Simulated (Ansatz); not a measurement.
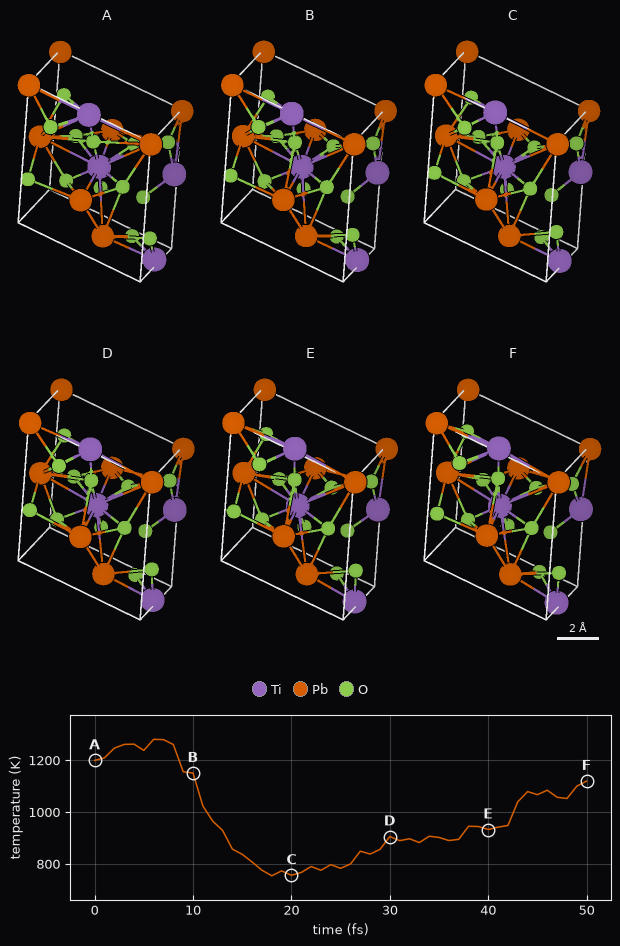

First-principles dynamics of TiPbO₃ with an interstitial Pb (21 atoms in the cell), 50 fs long. It starts from the last geometry of an earlier run, with fresh velocities. Frames (A at 0 fs, B at 10 fs, C at 20 fs, D at 30 fs, E at 40 fs, F at 50 fs) and the history of the run. The picture is a ball-and-stick view of the simulation cell, seen slightly off an axis. Bonds to atoms that aren't drawn are left out.

The calculation used DFT PBEsol, scalar-relativistic, plane waves, PAW in Ansatz. Settings: plane-wave cutoff 420 eV; k-point mesh 2 × 2 × 2; Fermi-Dirac smearing 0.02 eV; low-accuracy preset; Langevin thermostat (NVT); set temperature 1260 K; time step 1 fs; friction 0.005 per fs.

Input
```yaml
accuracy: low
crystal:
  lattice:
    - [-3.9646, 3.9646, 3.9646]
    - [3.9646, -3.9646, 3.9646]
    - [3.9646, 3.9646, -3.9646]
  atoms:
    - { symbol: Ti, position: [0.48088867, 0.48965986, 0.48527628] }
    - { symbol: Pb, position: [-0.00185374, 0.00303661, -0.01167396] }
    - { symbol: O, position: [0.41823302, 0.22215427, 0.25737126] }
    - { symbol: O, position: [0.2163146, 0.4527534, 0.25558801] }
    - { symbol: O, position: [0.28304183, 0.23966045, 0.55368599] }
    - { symbol: Ti, position: [0.04348007, -0.01186243, 0.53901591] }
    - { symbol: Pb, position: [0.56562162, 0.57841781, 0.04482491] }
    - { symbol: O, position: [0.03538342, 0.75379557, 0.2725993] }
    - { symbol: O, position: [0.74954584, -0.00578375, 0.2496763] }
    - { symbol: O, position: [0.7243948, 0.7428622, 0.50796523] }
    - { symbol: Ti, position: [-0.02862739, 0.48834889, -0.02421486] }
    - { symbol: Pb, position: [0.52872554, 0.01336661, 0.51091566] }
    - { symbol: O, position: [-0.04228929, 0.19001091, 0.7575106] }
    - { symbol: O, position: [0.74970105, 0.48797898, 0.73048541] }
    - { symbol: O, position: [0.67195279, 0.21070118, -0.07264797] }
    - { symbol: Ti, position: [0.49732915, -0.01488838, 0.03398983] }
    - { symbol: Pb, position: [-0.19666479, 0.4363946, 0.30006941] }
    - { symbol: O, position: [0.52973573, 0.76455886, 0.77659963] }
    - { symbol: O, position: [0.20445273, -0.04314181, 0.79467418] }
    - { symbol: O, position: [0.26254477, 0.74093384, 0.04175322] }
    - { symbol: Pb, position: [0.15668873, 0.49718281, 0.67391592] }
basis:
  ecutwfc: 420.0
kpoints:
  mp_grid: { grid: [2, 2, 2] }
hamiltonian:
  xc: pbesol
scf:
  occupations: { method: fermi_dirac, width: 0.02 }
  lower_state_search: "off"
  convergence: { dr2_threshold: 0.1 }
md:
  timestep: 1
  n_steps: 50
  ensemble: nvt_langevin
  temperature: 1260.0
  initial_velocities: maxwell_boltzmann
  seed: 945272
  friction: 0.005
```

Run as
```bash
ansatz run input.yaml --threads 2 --pin off --max-ram 5120MiB --backend cpu --events-out ev --progress --plain --runs-dir out
```

Q: Describe the run.

A: In the second half of the run the atoms are, in the root-mean-square, this far from where they began (common drift taken out): O 0.33 Å, Ti 0.24 Å, Pb 0.11 Å. The run lasts only 50 fs, too short to tell vibration from diffusion. Over the second half the temperature averages 947 K (spread ±95 K). The potential energy is still drifting at the end, so the run hasn't reached equilibrium. The potential energy in the second half lies on average 47.5 meV per atom above the first frame. The self-consistency threshold is loose, so the forces are noisy.

Limits of the set-up: the k-point mesh is coarse for a cell with partly filled bands; the program's low-accuracy preset was used; the periodic images lie only 6.9 Å apart, so the values are limited by the cell's size.

The run took 7.2 min on 2 threads of AMD EPYC 7571, on a shared host, peak memory 0.94 GiB.
